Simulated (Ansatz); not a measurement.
# Run report: Mo, band-structure calculation

System: Mo (Im-3m, 1 atom in the cell).
Method: DFT PBE, scalar-relativistic, plane waves, PAW, no spin polarisation (Ansatz 0.2.0).

The structure derives from an entry of the Crystallography Open Database. Figures and captions count atoms from 1; the log counts them from 0 in places.

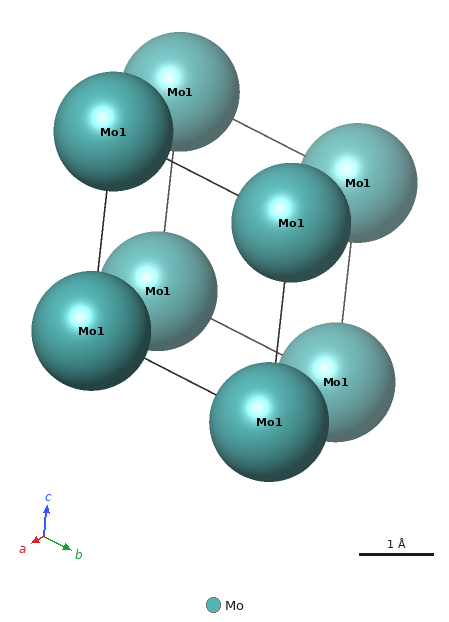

Fig. 1: The structure (spheres-only view of the cell of the calculation, seen slightly off an axis; atoms are numbered from 1 in the order of the input).

**The input**
```yaml
crystal:
  lattice:
    - [-1.5802206812, 1.5802206812, 1.5802206812]
    - [1.5802206812, -1.5802206812, 1.5802206812]
    - [1.5802206812, 1.5802206812, -1.5802206812]
  atoms:
    - { symbol: Mo, position: [0.0, 0.0, 0.0] }
basis:
  ecutwfc: 420
kpoints:
  mp_grid: { grid: [18, 18, 18] }
  band_path:
    path:
      - [[0.0, 0.0, 0.0], [0.5, -0.5, 0.5], [0.0, 0.0, 0.5], [0.0, 0.0, 0.0], [0.25, 0.25, 0.25], [0.5, -0.5, 0.5]]
      - [[0.25, 0.25, 0.25], [0.0, 0.0, 0.5]]
    npoints: 14
hamiltonian:
  xc: pbe
scf:
  occupations: { method: gaussian, width: 0.1 }
  n_extra_bands: 6
output:
  forces: true
  stress: true
  eigenvalues: true
  populations: true
  dos: { projected: true, de: 0.02, nscf_kmesh: { grid: [27, 27, 27] } }
  bader: true
  write_density: true
  write_potential: true
  elf: true
  volumetric_format: npy
```

Run as:
```bash
ansatz run input.yaml --threads 1 --pin off --max-ram 2560MiB --backend cpu --events-out ev --progress --plain --runs-dir out
```

**Output**
```
scf.n_extra_bands = 6 over 7 filled bands (N_el = 14.0): the run solves 13 bands
Engine: ansatz 0.2.0, x86_64-unknown-linux-gnu
Pseudopotentials: kind: paw
Pseudopotential: Mo, paw, valence charge 14, recommended cutoff 420 eV (normal), Mo.paw.azcp
Functional definition: PBE
  parameter kappa = 0.804
  parameter beta = 0.06672455060314922
  exchange = pbe_x(kappa = kappa, mu = beta*pi^2/3)
  correlation = pbe_c(beta = beta)
Crystal: 1 atoms, lattice volume = 15.784 Å³
Basis set: ecut = 420 eV, 321 PW (Γ), exchange–correlation on 40×40×40 points (8 copies of the dense FFT grid, shifted against one another)
Bands: 13, of which v1, the nominal top of the filled ones, is band 7 counted from 1 (6 counted from 0)
Symmetry: 48 space group operations
Space group: Im-3m (ITA 229), of the structure as read, at distance tolerance 2.5e-5 Å
k-points: 195 of 5832
Non-local potential: Mo, projectors of the file, l = 0: 3, l = 1: 2, l = 2: 2, l = 3: 1
PAW form: soft (Blöchl's): semilocal exchange-correlation on the pseudo side does not see the compensation charge
PAW one-centre angular grid: Mo, 590 points (default); XC on 64 Gauss nodes
Initial density: superposition of atomic densities (neutral atoms: chi_scale 0, normalization atom), corrected by the library's trained network
Initial wavefunctions: pseudopotential atomic-orbital guess
Functional: x = pbe(κ = 0.804, μ = 0.2195149727645171), c = pbe(β = 0.06672455060314922)
SCF iter   1: F=—  HF=-4956.021430 eV  |F-HF|=—  |Δ(HF+E_count)|=         —  Δρ=2.64e-3  dr2=5.48e-4  ethr=1.77e-3  ⟨swp⟩=5.2  Hψ=14443  notcnv=0
preconditioner: auto → none  [metal: Δε(μ)=0.036 eV  Ē_g=11.671 eV  σ=0.100 eV  W_gap=0.20  n_scr=0 (ndim 8)  ℏωp=22.9 eV  f_vac=0.000  D(μ)=0.54/eV (n_scr^D=0)]
SCF iter   2: F=—  HF=-4956.021364 eV  |F-HF|=—  |Δ(HF+E_count)|=   6.61e-5  Δρ=1.34e-3  dr2=1.15e-4  ethr=3.91e-6  ⟨swp⟩=2.6  Hψ=5028  notcnv=0
SCF iter   3: F=—  HF=-4956.021377 eV  |F-HF|=—  |Δ(HF+E_count)|=   1.36e-5  Δρ=1.96e-4  dr2=3.88e-6  ethr=8.22e-7  ⟨swp⟩=1.7  Hψ=2933  notcnv=0
SCF iter   4: F=—  HF=-4956.021377 eV  |F-HF|=—  |Δ(HF+E_count)|=   5.77e-7  Δρ=6.00e-5  dr2=2.14e-7  ethr=2.77e-8  ⟨swp⟩=2.6  Hψ=3553  notcnv=0
iter 5 did not close the SCF: its close was put off for the readings that it lacked (scf_convergence_deferred on its scf_iter line)
SCF iter   5: F=-4956.021377 eV  HF=-4956.021377 eV  |F-HF|=2.19e-8  |Δ(HF+E_count)|=   7.37e-9  Δρ=2.40e-5  dr2=5.01e-8  ethr=1.53e-9  ⟨swp⟩=2.2  Hψ=3529  notcnv=0
SCF iter   6: F=-4956.021377 eV  HF=-4956.021377 eV  |F-HF|=2.12e-9  |Δ(HF+E_count)|=   1.26e-8  Δρ=8.33e-6  dr2=5.15e-9  ethr=3.58e-10  ⟨swp⟩=7.9  Hψ=12876  notcnv=0
SCF 1 converged in 6 iterations: F = -4956.021377 eV  dr2 = 5.15e-9
  greatest PAW one-centre occupation: 0.998 electrons in one spin orbital (limit 2), on the Mo atom at site 0 (counted from 0), in its partial waves of l = 0
```

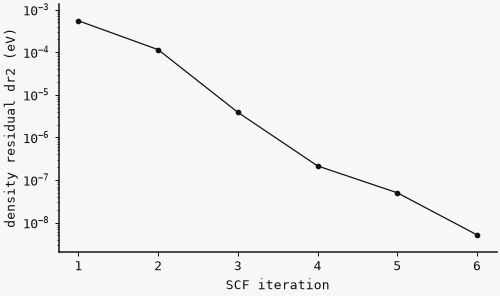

Fig. 2: Convergence of the self-consistent field: density residual dr2 against the SCF iteration. The residual falls at every step.

```
NSCF: frozen V_eff on 86 k-points
NSCF: frozen V_eff on 560 k-points
SCF converged after 6 iterations
Free energy (F): -4956.021377 eV
Harris-Foulkes:  -4956.021377 eV  (|F-HF|=2.12e-9)
Internal energy: -4956.018696 eV  (E = F + TS)
E sigma→0 (E₀):  -4956.020036 eV
Entropy (-TS):   -0.002681 eV (-2.681 meV/atom)
Fermi energy:    20.885872 eV
--- Per-component energies (eV) ---
  E_band       = -58.033973
  E_kinetic    = 440.621835
  E_local      = -790.774351  (includes V_loc(G=0)·N_el)
  E_nonlocal   = 142.546699
  E_hartree    = 261.206370
  E_xc         = -183.492798
  E_vxc        = -229.014183  (∫ρ·V_xc dr)
  E_paw        = -3201.176300  (= ΣΔE_a)
  E_vpaw       = -143.828121  (= ΣTr[D̂ρ^β])
  E_aug_tail   = 0.000042  (compensation charges beyond the density's cutoff)
  E_ewald      = -1624.950194
  E_smearing   = -0.002681  (= −TS)
  E_closure    = 0.000000  (closes the sum)
  Σ components = -4956.021377   (vs F -4956.021377, Δ=0.00e0)
--- Forces (eV/Å), atoms counted from 1 ---
  atom   1  Mo    -0.00000000    -0.00000000     0.00000000
  max |Σ_I F_I| component: 3.03e-32 eV/Å
--- Stress (GPa, compression-positive) ---
       -0.000191       0.000000       0.000000
        0.000000      -0.000191       0.000000
       -0.000000      -0.000000      -0.000191
  P = ⅓ Tr σ = -0.0002 GPa (-0.002 kbar)
--- Band table (eV; the first three rows and the last of 195) ---
  k-point 0: bands = ["-40.4132", "-13.6948", "-13.6948", "-13.6948", "13.6730", "19.5226", "19.5226", "19.5226", "22.5099", "22.5099", "35.5487", "35.5487", "35.5487"]
  k-point 1: bands = ["-40.4057", "-13.7386", "-13.7083", "-13.6951", "13.8085", "19.4464", "19.5107", "19.6493", "22.3965", "22.5119", "35.6493", "35.7732", "35.8119"]
  k-point 2: bands = ["-40.3840", "-13.8637", "-13.7471", "-13.6960", "14.1957", "19.2346", "19.4577", "20.0242", "22.1460", "22.5232", "35.8897", "36.4276", "36.4662"]
  k-point 194: bands = ["-39.9798", "-14.6315", "-14.6315", "-14.6315", "15.5079", "15.5079", "24.7889", "24.7889", "24.7889", "29.8440", "29.8440", "29.8440", "40.3294"]
--- Löwdin populations: 1 site ---
  site symbol       q [e]
     0     Mo     13.9220
  spilling = 0.005569 (of n_electrons = 14.000000)
--- Bader charges: 1 site ---
  site symbol  charge [e]  shift [e]
     0     Mo      0.0000     0.0000
  estimated error of the sums over rays = 4.0e-7 e
```

**File bader_charges.tsv**
```
# site	symbol	x_ang	y_ang	z_ang	partial_charge_e	electrons	volume_ang3	relative_density_drop	shared_charge_e	partial_wave_shift_e
# quadrature_error_electrons = 4.0e-7
0	Mo	0.0000	0.0000	0.0000	0.00000	42.00000	15.78	-	0.00000	0.00000
```

**File populations.tsv**
```
# site	symbol	l	j	q
# orbitals = lowdin
# n_electrons = 14.000000
# spilling = 0.005569
0	Mo	0_4S	-	1.944789
0	Mo	0_5S	-	0.751825
0	Mo	1_4P	-	5.985525
0	Mo	2_4D	-	5.239896
```

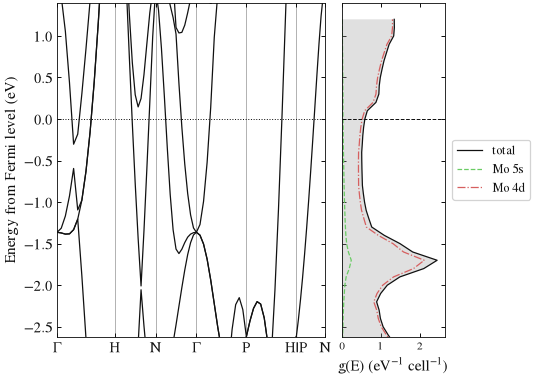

Fig. 3: Band structure along Γ–H–N–Γ–P–H|P–N and density of states (projected on Löwdin-orthogonalised atomic shells), with energies from the Fermi level. Bands cross the Fermi level: a metal at this level of theory.

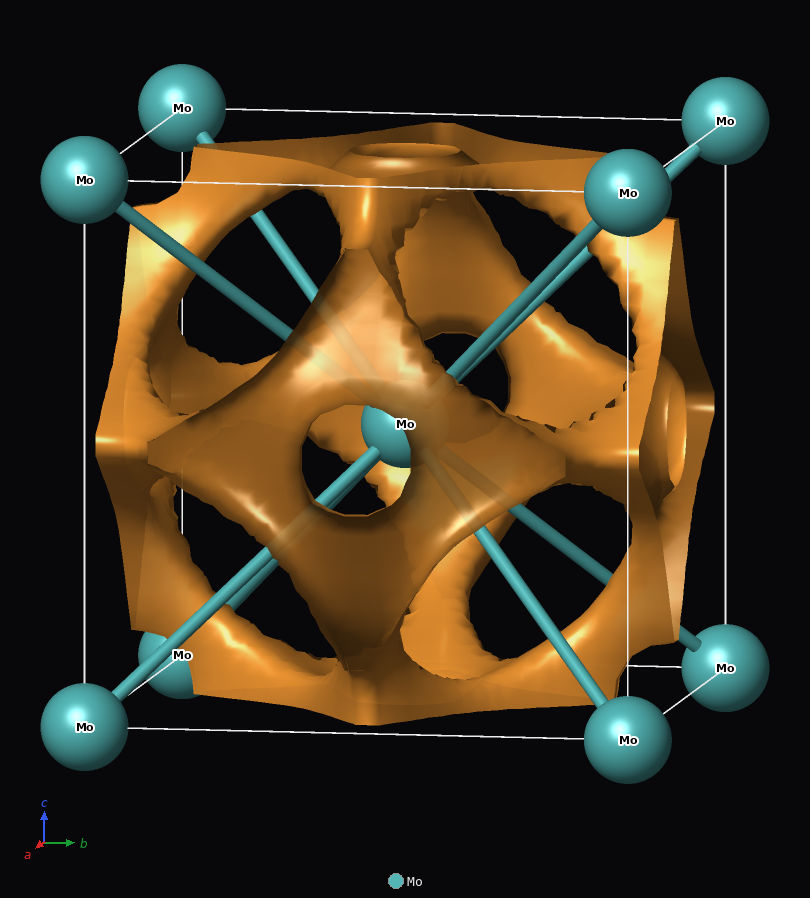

Fig. 4: Isosurface of the ELF at 0.4 (orange), seen slightly off an axis. Core shells and regions of very low density are left out. Sticks mark near contacts. The outline is the cell set on symmetry axes. Profiles from the grid: Mo–Mo (2.74 Å): the ELF is about 0.30 at the midpoint (no shared electron pair). In a PAW calculation such maps are meaningful between the atoms, not at the nuclei.

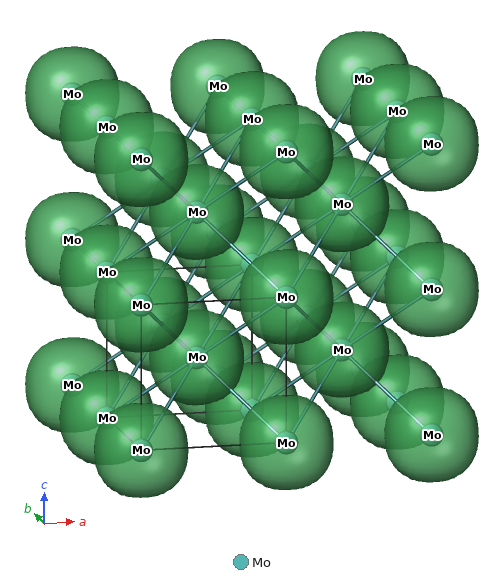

Fig. 5: Isosurface of the valence pseudo-density at 0.6 e/Å³ (green), seen slightly off an axis. Sticks mark near contacts. The outline is the cell set on symmetry axes. At this value the density breaks into separate islands; it holds about 75 % of the electrons treated as valence (semicore included). It is pinched off along the Mo–Mo (2.74 Å) contacts. On the grid the lowest density along these lines, outside the cores, is 0.37 e/Å³ (Mo–Mo, 2.74 Å).

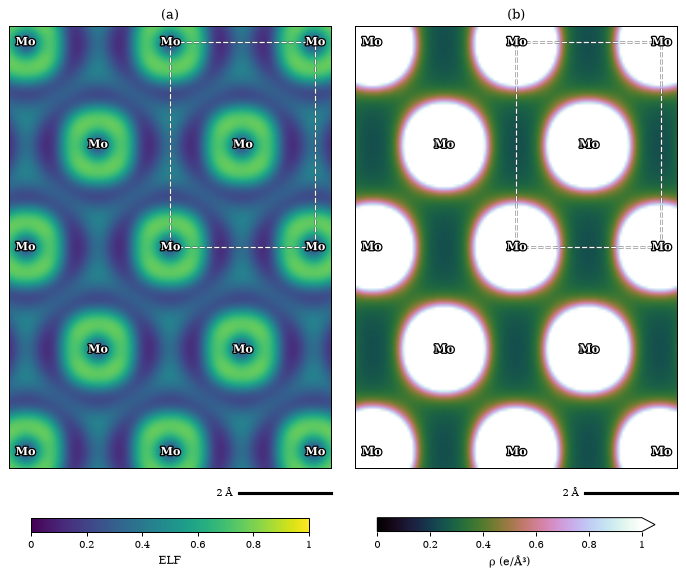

Fig. 6: (a) ELF; (b) valence pseudo-density on the (011) plane of the conventional cell. The plane passes through Mo nuclei. Mo–Mo (2.74 Å): ρ is about 0.37 e/Å³ halfway; the ELF is about 0.30 at the midpoint; no shared electron pair. Away from the nuclei the density in this plane falls to 0.24 e/Å³ at its lowest. The strong features right at Mo lie inside the PAW spheres (semicore, d or f shells) and say nothing about bonding.

**Summary**

| quantity | value |
| --- | --- |
| outcome | converged |
| space group (tolerance 0.01 Å) | Im-3m (229) |
| electrons treated | 14 |
| free energy | −4956.0214 eV |
| Fermi energy | 20.886 eV |
| gap on the k-point mesh | none (metallic) |
| pressure | 0.00 GPa |
| largest force (length of the vector) | under 0.001 eV/Å |
| hardware | 1 thread of Intel Xeon (Granite Rapids), 192 GiB of memory available, shared host |
| wall time | 8.8 s |
| peak memory | 0.38 GiB |
